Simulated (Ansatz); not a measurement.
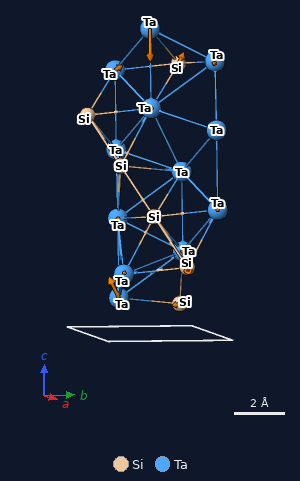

This is a relaxation of a slab of composition Ta₂Si (cut from the I4/mcm phase). The starting structure is drawn; orange arrows show the displacements, magnified 3 times.

A ball-and-stick model of the cell of the calculation, outlined in the plane, without the vacuum (origin shifted), seen slightly off an axis.

The slab is the (1 0 1) face of Ta2Si.

The calculation used Ansatz, DFT PBEsol, scalar-relativistic, plane waves, PAW.

The input:
```yaml
crystal:
  lattice:
    - [5.0179442176, 0.0, 0.0]
    - [1.2654370604, 4.8557628873, 0.0]
    - [0.0, 0.0, 26.3456033429]
  atoms:
    - { symbol: Si, position: [0.6979085772, 0.6979085772, 0.2846774812] }
    - { symbol: Ta, position: [0.836760246, 0.1628926344, 0.2975290985] }
    - { symbol: Ta, position: [0.3576626264, 0.031530238, 0.345741973] }
    - { symbol: Si, position: [0.4965142953, 0.4965142953, 0.3585935904] }
    - { symbol: Ta, position: [0.9614983525, 0.6353659641, 0.3714452077] }
    - { symbol: Ta, position: [0.8301359561, 0.1562683445, 0.4196580822] }
    - { symbol: Si, position: [0.2951200134, 0.2951200134, 0.4325096995] }
    - { symbol: Ta, position: [0.4339716822, 0.7601040706, 0.4453613169] }
    - { symbol: Ta, position: [0.9548740627, 0.6287416743, 0.4935741913] }
    - { symbol: Si, position: [0.0937257315, 0.0937257315, 0.5064258087] }
    - { symbol: Ta, position: [0.5587097887, 0.2325774003, 0.519277426] }
    - { symbol: Ta, position: [0.4273473924, 0.7534797808, 0.5674903005] }
    - { symbol: Si, position: [0.8923314496, 0.8923314496, 0.5803419178] }
    - { symbol: Ta, position: [0.0311831184, 0.3573155068, 0.5931935352] }
    - { symbol: Ta, position: [0.5520854989, 0.2259531105, 0.6414064096] }
    - { symbol: Si, position: [0.6909371677, 0.6909371677, 0.654258027] }
    - { symbol: Ta, position: [0.1559212249, 0.8297888365, 0.6671096444] }
    - { symbol: Ta, position: [0.0245588286, 0.350691217, 0.7153225188] }
basis:
  ecutwfc: 420
kpoints:
  mp_grid: { grid: [7, 7, 1] }
hamiltonian:
  xc: pbesol
scf:
  occupations: { method: gaussian, width: 0.1 }
output:
  forces: true
  eigenvalues: true
  write_density: true
  write_potential: true
  elf: true
  volumetric_format: npy
relax:
  adjacent_minimum: "off"
  f_tol: 0.02
  max_steps: 60
efield:
  axis: 3
  dipole_correction: true
  ramp_width: 0.04
```

Run as
```bash
ansatz run input.yaml --threads 4 --pin off --max-ram 9216MiB --backend cpu --events-out ev --progress --plain --runs-dir out
```

What did the optimiser do to the structure, and how much energy did it gain?

Answer. After 7 accepted moves (8 points after the start) the energy has fallen by 1.523 eV per cell of the calculation. Largest force component: 3.1 eV/Å at the start, 0.0063 eV/Å at the end. 1 step only repeated the SCF at the same geometry. The atom that moves furthest relative to the layer's centre is Ta18 (0.48 Å at 24° to the normal (−c side)). Largest moves by element: Ta 0.48 Å, Si 0.19 Å. The lattice vectors keep their values. Among the contacts that change: Ta14–Ta18 3.218 → 2.782 Å, Ta15–Ta18 3.218 → 2.791 Å, Ta2–Ta6 3.218 → 2.896 Å, Ta2–Ta5 3.218 → 2.914 Å. Bond angles that change, for instance: Ta15–Ta18–Si16 96.6° → 113.4°, Ta15–Ta18–Ta15 101.8° → 118.1°, Ta17–Ta18–Ta17 120.9° → 136.7°.
